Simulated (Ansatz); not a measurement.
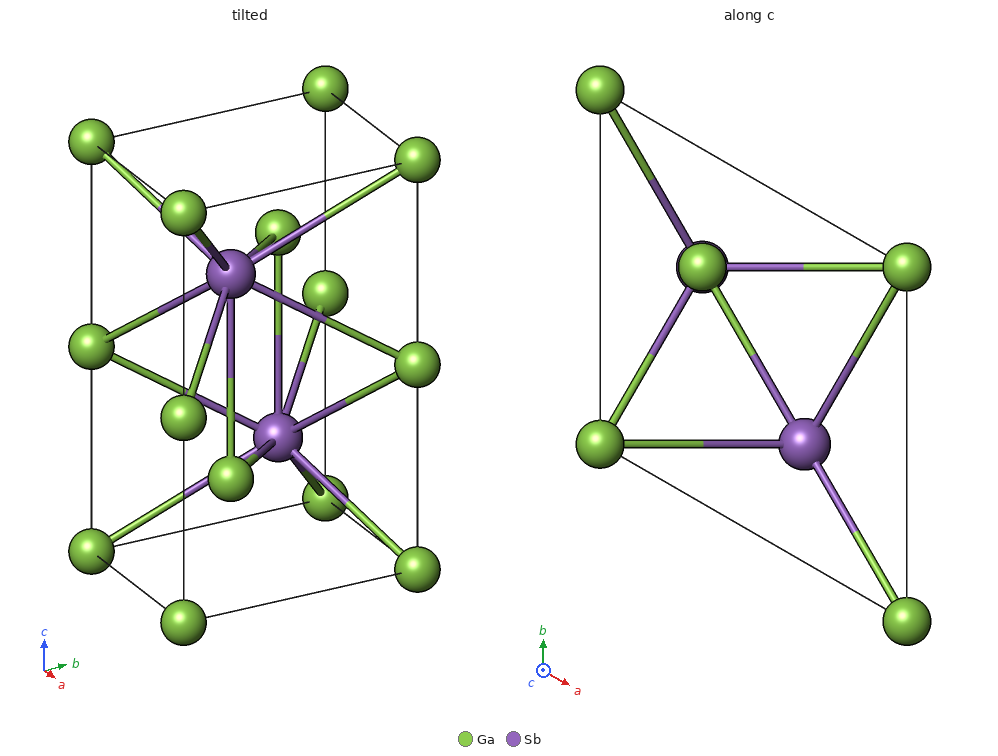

This ball-and-stick model is shown slightly off an axis and along the c axis. Thin lines show the conventional unit cell, with boundary atoms drawn in all their periodic places.

Ga$_{2}$Sb, space group P6_3/mmc (No. 194), a = 5.12 Å, b = 5.12 Å, c = 6.39 Å, α = 90.00°, β = 90.00°, γ = 120.00°.

The calculation: Ansatz, DFT PBE, scalar-relativistic, plane waves, PAW, with a basis cut at 420 eV, 9×9×6 k-points, Gaussian smearing of 0.1 eV, no spin polarisation.

> Metal or not?

A metal: bands cross the Fermi level.

> Under what pressure is the structure?

The computed pressure is -2.4 GPa (stretched: it would shrink). The stress isn't hydrostatic: its largest component is 3.0 GPa.

The structure comes from a structure listed in the Materials Project, with elements exchanged, so it need not be a known form of the compound. The cell was then strained or its atoms displaced on purpose. A calculation with Ansatz used it as input.
